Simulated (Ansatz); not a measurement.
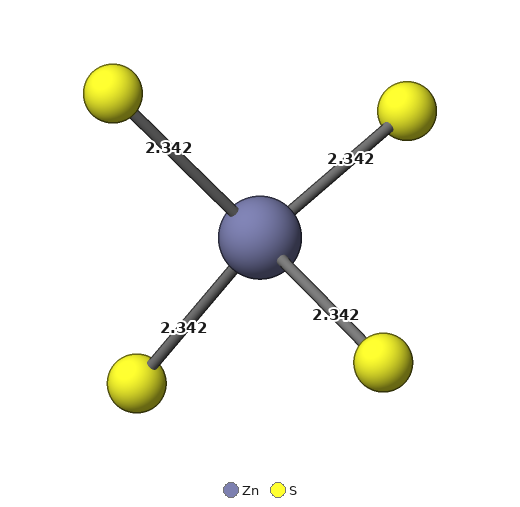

The surroundings of site Zn1 (at 0.000, 0.000, 0.000) in ZnS (F-43m), with bond lengths in Å.

The cell is taken from a calculation's input that goes back to an entry of the Crystallography Open Database (an earlier step may have relaxed or displaced it).

```
Zn S
1.0
     5.40930    0.00000    0.00000
     0.00000    5.40930    0.00000
     0.00000    0.00000    5.40930
Zn S
4 4
Cartesian
  0.0000 0.0000 0.0000
  0.0000 2.7046 2.7046
  2.7046 0.0000 2.7046
  2.7046 2.7046 0.0000
  1.3523 1.3523 1.3523
  1.3523 4.0570 4.0570
  4.0570 1.3523 4.0570
  4.0570 4.0570 1.3523
```

Bond valence s = exp((R0 − d)/b), R0 fitted to published crystal structures with b = 0.37 Å; R0 in Å: Zn2+–S 2.088.

### Calculate the bond-valence sum of Zn1 from the bonds drawn.

4 × 0.503 = 2.01 v.u., against a formal valence of 2: a close match.

### And over the whole structure?

```json
{"site": "Zn1", "x, y, z": "0.000, 0.000, 0.000", "formal valence": "+2", "bond-valence sum": "2.03", "difference": "0.03"}
{"site": "S1", "x, y, z": "0.250, 0.250, 0.250", "formal valence": "−2", "bond-valence sum": "2.03", "difference": "0.03"}
```

These sums include all anions within 5 Å. The global instability index (root mean square of the differences over all atoms) is 0.03 v.u.: little strain. The cell was not relaxed for this table, and a volume that is off by a few per cent shifts all sums together.
